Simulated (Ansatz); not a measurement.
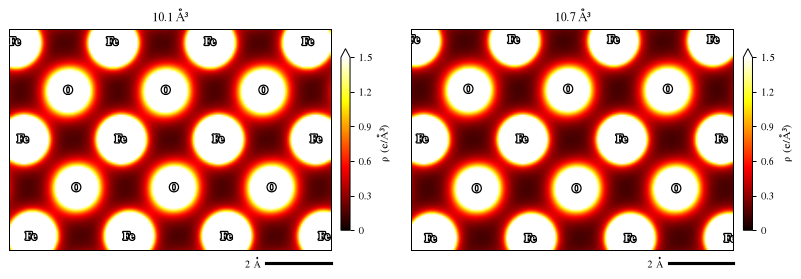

FeO. The valence electron density of cells scaled evenly to different volumes (given per atom above each panel), on the (001) plane of each (indices in the axes of the cell below), at one length scale and on one colour scale.

A structure from a database of computed crystals, not necessarily the ambient phase; spin-polarised.

Level of theory: Ansatz, Kohn-Sham DFT of a periodic cell, PBEsol, Ansatz PAW.

The largest cell:

```
Fe O
1.0
    -1.60210    1.60210    2.08339
     1.60210   -1.60210    2.08339
     1.60210    1.60210   -2.08339
Fe O
1 1
Direct
  0.00000 0.00000 0.00000
  0.50000 0.50000 0.00000
```

| volume (Å³/atom) | Fe–O contact in the plane (Å) | ρ at its midpoint (e/Å³) | pressure (GPa) | largest moment (μB) | 
| --- | --- | --- | --- | --- |
| 10.05 | 2.041 | 0.530 | −7.0 | 3.36 | 
| 10.27 | 2.055 | ? | ? | ? | 
| 10.70 | 2.083 | 0.483 | −16.1 | 3.39 | 

Question: Estimate the missing row, and compare with the calculation.

Answer: Over the known rows ln ρ falls by 2.21 per Å of Fe–O distance (the line through the two), which gives 0.514 e/Å³ at 2.055 Å; the calculation gives 0.513 e/Å³. For the pressure, a straight line in volume between the neighbouring rows gives −10.1 GPa; the calculation gives −10.4, lower because pressure rises ever faster on compression. For the largest moment, a straight line in volume between the neighbouring rows gives 3.37 μB; the calculation gives 3.37.
